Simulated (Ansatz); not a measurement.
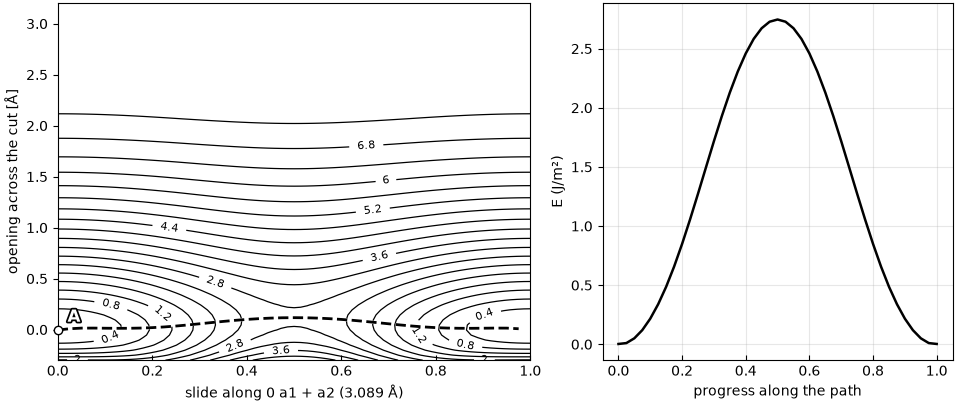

AlN (P6_3mc, No. 186; 8 atoms in the cell). 
- Rigid slide and opening across a plane, one cut a cell; the plane is (0 0 1) of the conventional cell, and the faces at the cut hold Al and N.
- First axis: slide along 0 a1 + a2 (3.089 Å). Second axis: opening across the cut.
- Nothing is relaxed (rigid halves).
- The grid has 12 × 7 points; 49 points were computed and 35 follow by symmetry.
- Points are written as (first, second).
- All energies are given in J/m² relative to the lowest grid point.
- The band gap closes in part of the range.
- Theory: DFT LDA, scalar-relativistic, plane waves, PAW (Ansatz). Settings: cutoff 520 eV, k-mesh 8×8×3 in the order of the run's cell vectors, gaussian smearing 0.05 eV, no spin polarisation.

Drawn: contour lines labelled in J/m² (none above 7.2), a line along the lowest path, the energy along the path at the right, the start A. Between grid points the surface is interpolated.

### Describe the path and its barrier.

The easiest path leads from the well at (0.000, 0.0 Å) to its copy one period on. Its highest point lies about 2.7 J/m² above the bottom of the first well on the interpolated surface, at about (0.50, 0.1 Å). The start is the relaxed structure and all else is held, so a fully relaxed path at this level can only be lower.

PAW datasets: the set soft_1.
